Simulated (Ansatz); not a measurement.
# Calculations on Si

### Scan

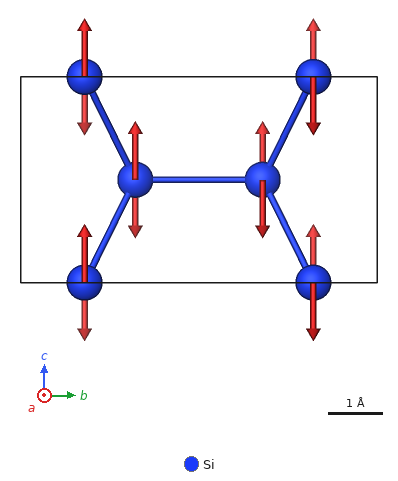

Solid Si (I4/mmm): a normal mode at the zone centre is frozen in with the cell fixed, the amplitude being the largest displacement of an atom. The picture shows the reference cell. The red arrows give the direction of positive displacement. The picture is a ball-and-stick view of the conventional cell (2 times the calculation's cell), seen along the a axis. Lengths and directions refer to the drawn axes.

These are results of DFT r2SCAN, scalar-relativistic, plane waves, PAW (Ansatz 0.2.0), not measurements. Settings: plane-wave cutoff 500 eV; k-point mesh 10 × 10 × 10; occupations gaussian; smearing width 0.05 eV; no spin polarisation. Energies (free energies at the smearing named) are counted from the relaxed crystal.

```xyz
4
Lattice="-3.3273 3.3273 1.9219 3.3273 -3.3273 1.9219 3.3273 3.3273 -1.9219" Properties=species:S:1:pos:R:3 pbc="T T T"
Si    1.1895    1.1895    0.0000
Si    2.1378    2.1378    1.9219
Si    2.1378   -2.1378    1.9219
Si   -2.1378    2.1378    1.9219
```

### What energies does the calculation give (the amplitude: −0.3000, −0.2250, −0.1500, −0.0750, 0.0000, 0.0375, 0.0750, 0.1125, 0.1500, 0.1875, 0.2250, 0.2625, 0.3000 Å)?

```tsv
largest displacement (Å)	ΔE (meV/cell)
−0.3000	530
−0.2250	284
−0.1500	120
−0.0750	29
0.0000	0
0.0375	7
0.0750	29
0.1125	66
0.1500	120
0.1875	192
0.2250	284
0.2625	396
0.3000	530
```

Points that are alike by symmetry were computed once.

The harmonic wavenumber of the mode is 156 cm⁻¹, a stable vibration. The lowest computed point lies at the amplitude 0.00 Å (0 meV/cell). The end points stand at 530 meV/cell (−0.30 Å) and 530 meV/cell (0.30 Å). The well is symmetric. The distortion takes the space group from I4/mmm to I-42m. The band gap on the mesh, 0.48 eV in the reference, closes at −0.30 Å, 0.2625 Å.

As a plot (hollow markers are points alike by symmetry):

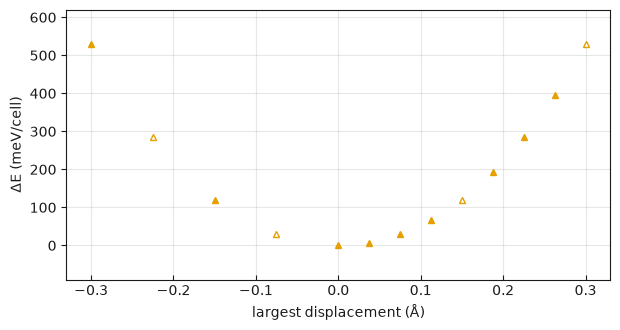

### Scan

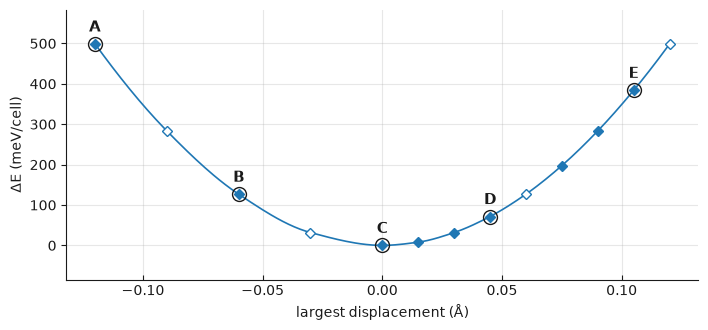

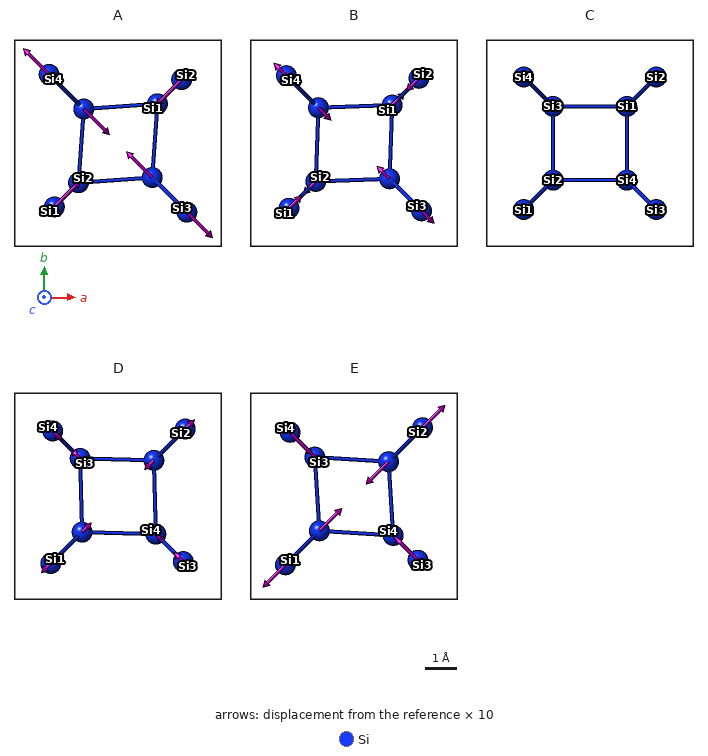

A scan of a crystal of Si (I4/mmm): a normal mode at the zone centre is frozen in with the cell fixed, the amplitude being the largest displacement of an atom. The lettered frames are marked on the plot. Hollow markers are points alike by symmetry, not computed again. A ball-and-stick model of the conventional cell (2 times the calculation's cell), seen along the c axis. Purple arrows: displacements from the reference. Lengths and directions refer to the drawn axes.

All numbers below come from DFT r2SCAN, scalar-relativistic, plane waves, PAW (Ansatz). Settings: plane-wave cutoff 500 eV; k-point mesh 10 × 10 × 10; occupations gaussian; smearing width 0.05 eV; no spin polarisation. Energies (free energies at the smearing named) are counted from the relaxed crystal.

**What does the scan show?**

The harmonic wavenumber of the mode is 414 cm⁻¹, a stable vibration. Of the computed points the lowest is at the amplitude 0.00 Å, 0 meV/cell. The end points stand at 499 meV/cell (−0.12 Å) and 499 meV/cell (0.12 Å). The well is symmetric. At the highest point the shortest interatomic distance is 2.21 Å, against 2.34 Å in the reference. The distortion takes the space group from I4/mmm to Fmmm. The band gap on the mesh, 0.48 eV in the reference, closes at −0.12 Å, 0.09 Å, 0.105 Å.

### Energy map

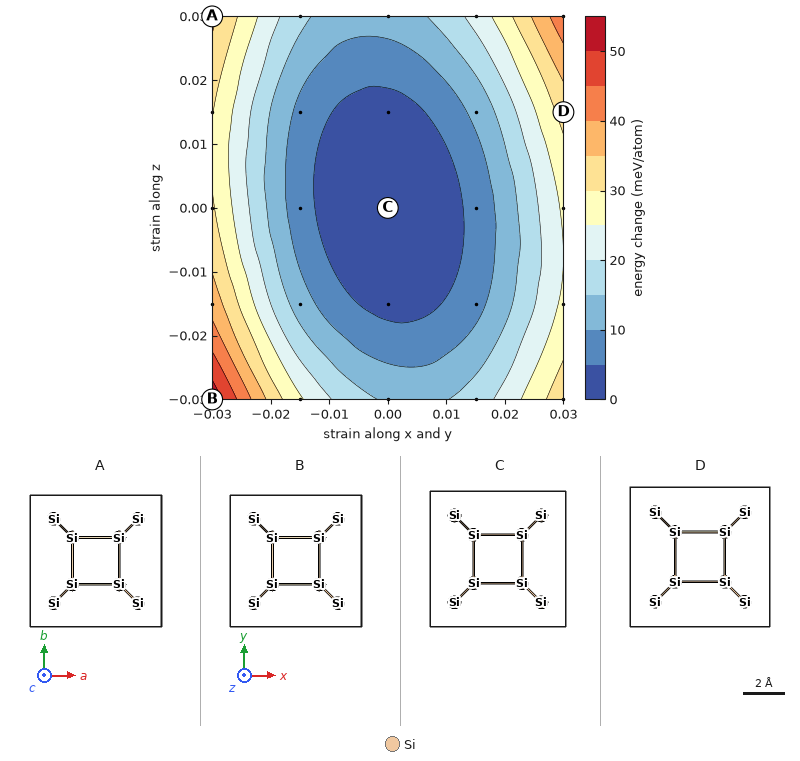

Energy scan for a crystal of Si (I4/mmm), in which the cell is strained equally along x and y and separately along z, with the atoms kept at their fractional coordinates. x, y and z are the Cartesian axes of the input. The map is interpolated between the computed points (dots). The lettered frames are marked on it. A ball-and-stick model of the conventional cell (2 times the calculation's cell), seen along the c axis. Lengths and directions refer to the drawn axes.

Computed with DFT r2SCAN, scalar-relativistic, plane waves, PAW (Ansatz). Settings: plane-wave cutoff 500 eV; k-point mesh 10 × 10 × 10; occupations gaussian; smearing width 0.05 eV; no spin polarisation. Energies (free energies at the smearing named) are counted from the relaxed crystal.

**Describe the energy landscape.**

In pairs of (strain along x and y; strain along z): the lowest computed point lies at (0.000, 0.000) (0.0 meV/atom), the highest at (−0.030, −0.030) (53.3 meV/atom). The valley is tilted: raising the in-plane strain is made harder by raising the strain along z (cross term 0.17 of the geometric mean of the two curvatures). Over the ranges scanned the energy rises more along the first axis, the in-plane strain. The pressure runs from −6.5 GPa at (0.030, 0.030) to 9.9 GPa at (−0.030, −0.030). The band gap on the mesh, 0.48 eV in the reference, closes at 2 of the 25 computed points. The frames lie at A (−0.030, 0.030): 36.1 meV/atom, B (−0.030, −0.030): 53.3 meV/atom, C (0.000, 0.000): 0.0 meV/atom, D (0.030, 0.015): 31.8 meV/atom.

The computed points:

Rows: strain along x and y; columns: strain along z; values in meV/atom.

```
        −0.030  −0.015  0.000  0.015  0.030
−0.030    53.3    38.0   30.6   30.2   36.1
−0.015    25.7    12.7    7.4    8.8   16.5
 0.000    14.4     3.5    0.0    3.1   12.3
 0.015    17.5     8.5    6.7   11.4   21.8
 0.030    33.2    26.0   25.8   31.8   43.5
```

### Vibrations

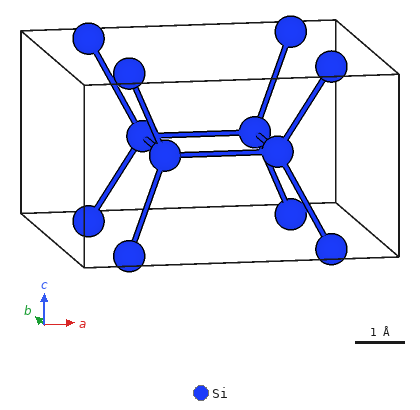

Lattice vibrations of crystalline Si, space group I4/mmm (No. 139), at the zone centre. The picture is a ball-and-stick view of the conventional cell (2 times the calculation's cell), seen slightly off an axis. Lengths and directions refer to the drawn axes.

Level of theory: DFT r2SCAN, scalar-relativistic, plane waves, PAW (Ansatz 0.2.0). (plane-wave cutoff 500 eV; k-point mesh 10 × 10 × 10; occupations gaussian; smearing width 0.05 eV; no spin polarisation)

Frequencies are those without the non-analytic (LO–TO) term.

Q: List the optical modes.

A: The calculation's cell holds 4 atoms, so there are 9 optical modes, in 7 levels. The optical modes span B₁u + A₂g + E_u + B₂g + B₁g + E_g + A₁g. No level is unstable.

```tsv
level	symmetry	frequency (cm⁻¹)	activity
1	B₁u	156	silent
2	A₂g	218	silent
3	E_u	402	infrared-active
4	B₂g	414	Raman-active
5	B₁g	421	Raman-active
6	E_g	499	Raman-active
7	A₁g	541	Raman-active
```

The modes drawn as arrows (one member of each degenerate set), 6 of the levels:

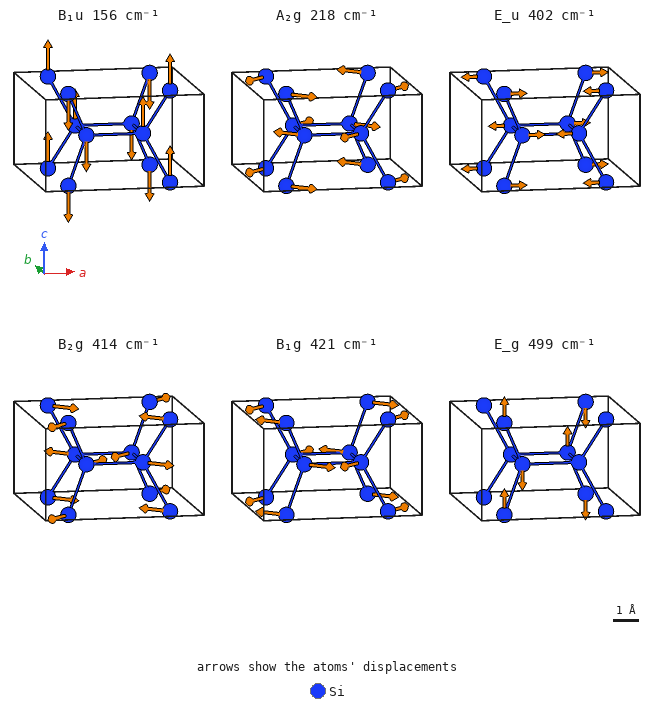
